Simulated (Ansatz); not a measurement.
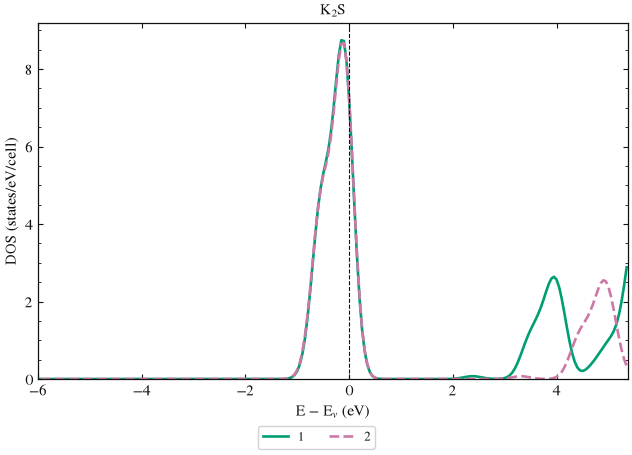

Total densities of states of K2S, space group Fm-3m (No. 225), 3 atoms in the cell, antifluorite type, by two methods on the same cell. The curves are built from the levels of the k mesh with Gaussians 0.4 eV wide, which also blur the band edges. Each is counted from its own valence-band top.

> Which curve is which? The methods: HSE06, PBE.

1 is PBE; 2 is HSE06. PBE gives a gap of 2.38 eV and HSE06 gives a gap of 3.31 eV.

Settings. PBE: DFT, PBE, plane waves, PAW, no spin polarisation, 4×4×4 k mesh, 420 eV cutoff (Ansatz). HSE06: DFT, HSE06, plane waves, PAW, no spin polarisation, 4×4×4 k mesh, 420 eV cutoff (Ansatz 0.2.0).
